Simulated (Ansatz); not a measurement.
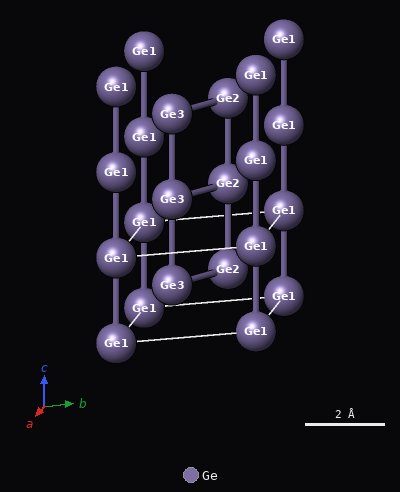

Figure 1. The input geometry (ball-and-stick view of the cell of the calculation, repeated 1 × 1 × 3, seen slightly off an axis; atoms are numbered from 1 in the order of the input). An atom can appear more than once, as a periodic image.

**Geometry relaxation of Ge**

System: Ge (P6/mmm, 3 atoms in the cell).
Method: DFT, LDA, all-electron LAPW, scalar-relativistic, no spin polarisation (Ansatz 0.2.0).

It belongs to a series of runs on one base structure; here: omega relaxed under pressure, LAPW. Figures and captions count atoms from 1; the log counts them from 0 in places.

**Log**
```
The last accepted step is kept in [file] (removed where the run ends without a failure and the disk answers)
LAPW: plane waves up to 11.374 Å⁻¹, error target 5.0e-4 eV per atom; small_component_spin mean_spin; Ge in spheres of 1.054 Å, 22 of its electrons in bands, Dirac shells [] (how accurate: hamiltonian.pseudopotentials.lapw.basis_error, Limitations)
Engine: ansatz 0.2.0, aarch64-unknown-linux-gnu
Pseudopotentials: kind: all_electron
Pseudopotential: Ge, LAPW, valence charge 22, lapw/all_electron/scalar/gaussian/Ge, Koelling and Harmon's equation, gaussian nucleus
Functional definition: SPW92
  exchange = slater_x
  correlation = pw_c
Crystal: 3 atoms, lattice volume = 27.556 Å³
Basis set: ecut = 492.85397416688596 eV, 669 PW (Γ), exchange–correlation at level 2
Bands: 40, of which v1, the nominal top of the filled ones, is band 33 counted from 1 (32 counted from 0)
Symmetry: 24 space group operations
Space group: P6/mmm (ITA 191), of the structure as read, at distance tolerance 3.0e-5 Å
k-points: 98 of 1300
Non-local potential: Ge, projectors of the file, none
Initial density: superposition of atomic densities (chi_scale 0.1, normalization cell)
Initial wavefunctions: plane waves of lowest kinetic energy (no species holds an atomic orbital)
Functional: x = slater, c = lda
iter 1 solved again at ethr=1.28e-4 eV; its pass at ethr=1.00e-1 eV (dr2=8.44e-2 eV) is discarded
SCF iter   1: F=—  HF=-171100.217125 eV  |F-HF|=—  |Δ(HF+E_count)|=         —  Δρ=2.58e-2  dr2=8.47e-2  ethr=1.28e-4  ⟨swp⟩=3.0  Hψ=25524  notcnv=0
preconditioner: auto → none  [metal: Δε(μ)=0.081 eV  Ē_g=28.224 eV  σ=0.100 eV  W_gap=0.19  n_scr=8 (ndim 8)  ℏωp=45.8 eV  f_vac=0.000  D(μ)=0.74/eV (n_scr^D=6)  sad-step TF]
SCF iter   2: F=—  HF=-171100.037951 eV  |F-HF|=—  |Δ(HF+E_count)|=   1.79e-1  Δρ=1.48e-2  dr2=3.60e-2  ethr=1.28e-4  ⟨swp⟩=2.0  Hψ=11106  notcnv=0
SCF iter   3: F=—  HF=-171100.008861 eV  |F-HF|=—  |Δ(HF+E_count)|=   2.91e-2  Δρ=6.53e-3  dr2=4.78e-3  ethr=5.45e-5  ⟨swp⟩=2.0  Hψ=10678  notcnv=0
SCF iter   4: F=—  HF=-171100.004792 eV  |F-HF|=—  |Δ(HF+E_count)|=   4.07e-3  Δρ=1.67e-3  dr2=6.63e-4  ethr=7.24e-6  ⟨swp⟩=2.7  Hψ=10745  notcnv=0
iter 5 solved again at ethr=6.26e-8 eV; its pass at ethr=1.00e-6 eV (dr2=4.13e-5 eV) is discarded
SCF iter   5: F=—  HF=-171100.004370 eV  |F-HF|=—  |Δ(HF+E_count)|=   4.22e-4  Δρ=5.95e-4  dr2=4.14e-5  ethr=6.26e-8  ⟨swp⟩=2.0  Hψ=18825  notcnv=0
SCF iter   6: F=—  HF=-171100.004360 eV  |F-HF|=—  |Δ(HF+E_count)|=   1.01e-5  Δρ=1.28e-4  dr2=2.80e-6  ethr=6.26e-8  ⟨swp⟩=2.0  Hψ=10661  notcnv=0
SCF iter   7: F=-171100.004359 eV  HF=-171100.004359 eV  |F-HF|=7.80e-9  |Δ(HF+E_count)|=   8.30e-7  Δρ=1.23e-5  dr2=1.98e-8  ethr=4.24e-9  ⟨swp⟩=2.1  Hψ=10675  notcnv=0
SCF 1 converged in 7 iterations: F = -171100.004359 eV  dr2 = 1.98e-8
relax step   1: F+E_penalty+E_count = -171100.00435923 eV  Δ(F+E_penalty+E_count) = +0.000e0 eV  max|allowed force component| = 2.159e-17 eV/Å  Δτ_max = 0.0000 Å  P = +240.188 GPa  Ω = 27.556 Å³  (7 SCF iters, accepted)
Crystal: 3 atoms, lattice volume = 27.564 Å³
Basis set: ecut = 492.7652267751012 eV, 669 PW (Γ), exchange–correlation at level 2
Initial density: handed on by an earlier stage of this run
Initial wavefunctions: those handed on with the density
iter 1 solved again at ethr=1.93e-10 eV; its pass at ethr=1.00e-1 eV (dr2=1.27e-7 eV) is discarded
SCF iter   1: F=—  HF=-171100.015514 eV  |F-HF|=—  |Δ(HF+E_count)|=         —  Δρ=1.34e-5  dr2=2.99e-8  ethr=1.93e-10  ⟨swp⟩=4.9  Hψ=21118  notcnv=0
preconditioner: auto → none  [metal: Δε(μ)=0.098 eV  Ē_g=28.823 eV  σ=0.100 eV  W_gap=0.24  n_scr=8 (ndim 8)  ℏωp=45.8 eV  f_vac=0.000  D(μ)=0.72/eV (n_scr^D=6)]
SCF iter   2: F=-171100.015514 eV  HF=-171100.015514 eV  |F-HF|=5.47e-9  |Δ(HF+E_count)|=   2.74e-8  Δρ=5.79e-6  dr2=4.28e-9  ethr=4.54e-11  ⟨swp⟩=2.1  Hψ=10667  notcnv=0
SCF 2 converged in 2 iterations: F = -171100.015514 eV  dr2 = 4.28e-9
relax step   2: F+E_penalty+E_count = -171100.01551423 eV  Δ(F+E_penalty+E_count) = -1.116e-2 eV  max|allowed force component| = 4.934e-17 eV/Å  Δτ_max = 0.0000 Å  P = +239.942 GPa  Ω = 27.564 Å³  (2 SCF iters, accepted)
iter 1 solved again at ethr=6.48e-12 eV; its pass at ethr=1.00e-1 eV (dr2=4.28e-9 eV) is discarded
SCF iter   1: F=—  HF=-171100.015514 eV  |F-HF|=—  |Δ(HF+E_count)|=         —  Δρ=5.86e-6  dr2=4.28e-9  ethr=6.48e-12  ⟨swp⟩=3.0  Hψ=17818  notcnv=0
SCF iter   2: F=-171100.015514 eV  HF=-171100.015514 eV  |F-HF|=4.66e-10  |Δ(HF+E_count)|=   2.62e-9  Δρ=2.77e-6  dr2=8.77e-10  ethr=6.48e-12  ⟨swp⟩=2.0  Hψ=10661  notcnv=0
SCF 3 converged in 2 iterations: F = -171100.015514 eV  dr2 = 8.77e-10
relax step   3: F+E_penalty+E_count = -171100.01551418 eV  Δ(F+E_penalty+E_count) = +5.009e-8 eV  max|allowed force component| = 5.397e-17 eV/Å  Δτ_max = 0.0000 Å  P = +239.942 GPa  Ω = 27.564 Å³  stress off target by 6.06e-2 GPa  SCF on the basis re-selected at this cell (its energy is not comparable with the rows above)  (2 SCF iters)
```

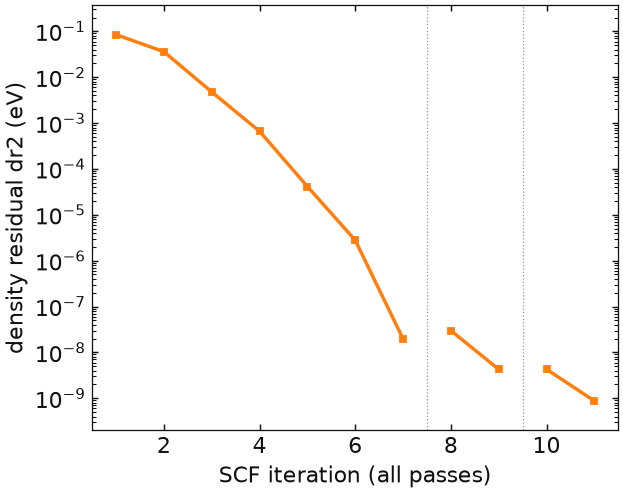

Figure 2. Convergence of the self-consistent field: density residual dr2 against the SCF iteration. The dotted lines part the SCF passes of the relaxation: geometry steps, rejected trials and re-solves on a re-selected basis. The passes take 7, 2 and 2 iterations.

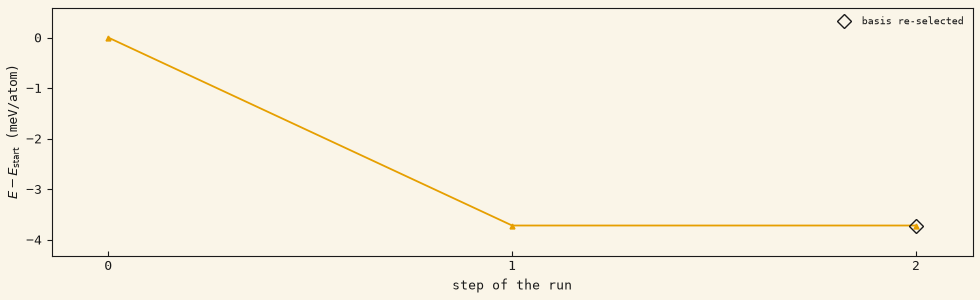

Figure 3. Progress of the relaxation, step by step (the first geometry is step 0 here and step 1 in the log). The atoms keep their places (all moves are under 0.005 Å). The lattice vectors keep their values. The space group stays P6/mmm (No. 191). The energy falls by 3.7 meV per atom in 1 geometry step. All forces vanish by symmetry, so only the cell relaxes. Pressure: 240.19 GPa at the start and 239.94 GPa at the end. A last SCF at the same geometry on a re-selected plane-wave basis shifts the energy by next to nothing (0.0 meV per atom). (Atoms are counted from 1 in the order of the input.)

```
basis re-selected at this cell: Δ(F+E_penalty+E_count) = +5.009e-8 eV, ΔP = +0.000 GPa vs the last step (what re-selecting the basis moved, after the strain that the cell walked since its last selection, with what the two solves' SCF thresholds leave and, on support functions, any second-order correction that the steps lacked; it is no measure of the basis error at this ecutwfc). This SCF's stress stands 6.06e-2 GPa from its target on what of the cell is left free (relax.cell.stress_tol is 1.20e-1 GPa) and its largest allowed force component is 5.40e-17 eV/Å (relax.f_tol is 5.00e-3 eV/Å): within both
SCF converged after 2 iterations
Free energy (F): -171100.015514 eV
Harris-Foulkes:  -171100.015514 eV  (|F-HF|=4.66e-10)
Internal energy: -171099.990978 eV  (E = F + TS)
E sigma→0 (E₀):  -171100.003246 eV
Entropy (-TS):   -0.024536 eV (-8.179 meV/atom)
Fermi energy:    29.743290 eV
--- Per-component energies (eV) ---
  E_band       = -1923.705895
  E_kinetic    = 174745.899089
  E_xc         = -6295.413012
  E_electrostatic = -339550.477054  (all electrons and nuclei)
  E_smearing   = -0.024536  (= −TS)
  E_closure    = 0.000000  (closes the sum)
  E_atoms      = -171095.915267  (free atoms, spherical and without spin; not in F)
  Σ components = -171100.015514   (vs F -171100.015514, Δ=0.00e0)
  Basis errors (estimates in eV, not in F): energy 1.5e-4 per atom: plane waves 1.5e-4 (8.0e-5 summed), levels above the bands 1.7e-22, relativity 1.4e-8, radial functions 5.7e-6, core shells 2.0e-10; eigenvalues (radial functions only) 1.5e-7; not estimated: angular momenta, meshes, grids; target (lapw.basis_error) 5.0e-4; muffin-tin radii Ge 1.054 Å
--- Forces (eV/Å), atoms counted from 1 ---
  atom   1  Ge     0.00000000     0.00000000     0.00000000
  atom   2  Ge     0.00000000     0.00000000     0.00000000
  atom   3  Ge     0.00000000    -0.00000000    -0.00000000
  max |Σ_I F_I| component: 1.39e-17 eV/Å
--- Stress (GPa, compression-positive) ---
      239.939449      -0.000000       0.000000
       -0.000000     239.939449      -0.000000
        0.000000      -0.000000     239.948249
  P = ⅓ Tr σ = 239.9424 GPa (2399.424 kbar)
--- Band table (eV; the first three rows and the last of 98) ---
  k-point 0: bands = ["-134.3675", "-134.3611", "-134.3533", "-82.0692", "-82.0692", "-82.0355", "-82.0355", "-82.0178", "-82.0076", "-82.0076", "-81.9856", "-81.9775", "2.6983", "3.1256", "3.2305", "3.3017", "3.3017", "3.4856", "3.4856", "3.4970", "3.4970", "3.6341", "3.6341", "3.6356", "3.6356", "4.0120", "4.0120", "7.9018", "22.6233", "22.6233", "22.6871", "22.6871", "23.4994", "23.6977", "36.4103", "41.4306", "48.6841", "48.6841", "49.9786", "50.0737"]
  k-point 1: bands = ["-134.3671", "-134.3609", "-134.3530", "-82.0689", "-82.0689", "-82.0349", "-82.0349", "-82.0208", "-82.0077", "-82.0077", "-81.9886", "-81.9804", "2.7468", "3.1720", "3.2865", "3.3038", "3.3038", "3.4259", "3.4259", "3.4485", "3.4485", "3.6563", "3.6563", "3.6729", "3.6729", "3.9972", "3.9972", "8.0851", "22.8075", "22.8075", "22.8870", "22.8870", "23.6383", "23.8317", "33.9465", "44.1275", "47.4301", "47.6617", "47.6617", "48.0626"]
  k-point 2: bands = ["-134.3661", "-134.3603", "-134.3522", "-82.0682", "-82.0682", "-82.0333", "-82.0333", "-82.0289", "-82.0080", "-82.0080", "-81.9970", "-81.9885", "2.8804", "3.2846", "3.2846", "3.2985", "3.3357", "3.3357", "3.3482", "3.3482", "3.4425", "3.6781", "3.6781", "3.7274", "3.7274", "3.9630", "3.9630", "8.6409", "23.3514", "23.3514", "23.4805", "23.4805", "24.0570", "24.2360", "30.2238", "43.9025", "44.0124", "44.0124", "44.4061", "44.4061"]
  k-point 97: bands = ["-134.3577", "-134.3553", "-134.3537", "-82.0798", "-82.0582", "-82.0423", "-82.0385", "-82.0358", "-82.0342", "-82.0196", "-82.0184", "-82.0070", "2.9313", "2.9820", "3.1760", "3.1866", "3.2547", "3.2655", "3.3356", "3.3969", "3.5552", "3.6712", "3.6787", "4.0097", "4.0231", "4.1143", "4.1471", "18.4872", "19.7292", "20.2446", "21.5031", "22.6120", "23.1593", "31.9801", "33.0423", "34.8326", "35.8581", "37.3438", "38.9925", "45.5116"]
--- Relaxed structure (2 steps of the walk, 2 accepted, 1 SCFs on fresh bases) ---
  F+E_penalty+E_count = -171100.01551418 eV   max|allowed force component| = 5.397e-17 eV/Å   (the final SCF, on the basis selected at the relaxed cell)
  cell:  # Å, volume = 27.5636 Å³
    - [3.764817873469519, 5.773955384189838e-11, 1.6002465907607152e-34]
    - [-1.8824089367847632, 3.2604279190174417, -9.733550703917213e-35]
    - [9.544281210037727e-35, -1.1930351512547159e-35, 2.245523672166043]
  atoms:
    - { symbol: Ge, position: [6.197233753403169e-36, 1.0255969493828766e-36, -5.584474390694574e-37] }
    - { symbol: Ge, position: [0.33333333333333326, 0.6666666666666664, 0.5] }
    - { symbol: Ge, position: [0.6666666666666666, 0.33333333333333326, 0.5] }
```

**Trajectory as extended XYZ (Å, eV, eV/Å), 3 frames, from step=1 to step=3**
```
3
Lattice="3.7645 0.0000 0.0000 -1.8823 3.2602 0.0000 0.0000 0.0000 2.2453" Properties=species:S:1:pos:R:3:forces:R:3 step=1 energy=-171100.00436 pressure_GPa=240.19
Ge    0.0000    0.0000    0.0000    0.0000   0.0000   0.0000
Ge    0.0000    2.1735    1.1226    0.0000   0.0000   0.0000
Ge    1.8823    1.0867    1.1226    0.0000   0.0000   0.0000
3
Lattice="3.7648 0.0000 0.0000 -1.8824 3.2604 0.0000 0.0000 0.0000 2.2455" Properties=species:S:1:pos:R:3:forces:R:3 step=2 energy=-171100.01551 pressure_GPa=239.94
Ge    0.0000    0.0000    0.0000    0.0000   0.0000   0.0000
Ge    0.0000    2.1736    1.1228    0.0000   0.0000   0.0000
Ge    1.8824    1.0868    1.1228    0.0000   0.0000   0.0000
3
Lattice="3.7648 0.0000 0.0000 -1.8824 3.2604 0.0000 0.0000 0.0000 2.2455" Properties=species:S:1:pos:R:3:forces:R:3 step=3 energy=-171100.01551 pressure_GPa=239.94
Ge    0.0000    0.0000    0.0000    0.0000   0.0000   0.0000
Ge    0.0000    2.1736    1.1228    0.0000   0.0000   0.0000
Ge    1.8824    1.0868    1.1228    0.0000   0.0000   0.0000
```

This output came from the following input.

**Input file**
```yaml
crystal:
  lattice:
    - [3.7645290262, 0.0, 0.0]
    - [-1.8822645132, 3.26017777, 0.0]
    - [0.0, 0.0, 2.2452616901]
  atoms:
    - { symbol: Ge, position: [0.0, 0.0, 0.0] }
    - { symbol: Ge, position: [0.3333333333, 0.6666666667, 0.5] }
    - { symbol: Ge, position: [0.6666666667, 0.3333333333, 0.5] }
kpoints:
  mp_grid: { grid: [10, 10, 13] }
scf:
  occupations: { method: fermi_dirac, width: 0.1 }
hamiltonian:
  xc: lda
  pseudopotentials: { kind: all_electron, lapw: { basis_error: 0.0005 } }
output:
  forces: true
  stress: true
  eigenvalues: true
relax:
  f_tol: 0.005
  max_steps: 12
  cell: { p_target: 240.0, stress_tol: 0.12 }
```

Command:
```bash
ansatz run input.yaml --threads 1 --pin off --max-ram 3584MiB --backend cpu --events-out ev --progress --plain --runs-dir out
```

**Results in brief**

- outcome: converged
- space group (tolerance 0.01 Å): P6/mmm (191)
- electrons in bands (core shells apart): 66
- free energy: −171100.0155 eV
- Fermi energy: 29.743 eV
- pressure: 239.94 GPa
- final volume: 27.56 Å³
- largest force (length of the vector) at the end: under 0.001 eV/Å
- final cell: a = 3.765 Å, b = 3.765 Å, c = 2.246 Å, α = 90.00°, β = 90.00°, γ = 120.00°
- hardware: 1 thread of Arm Neoverse V2, 112 GiB of memory available, shared host
- wall time: 1.9 min
- peak memory: 0.68 GiB

**Remarks**

The cell was relaxed to the target pressure of the input; what is minimised is then the enthalpy E + pV.
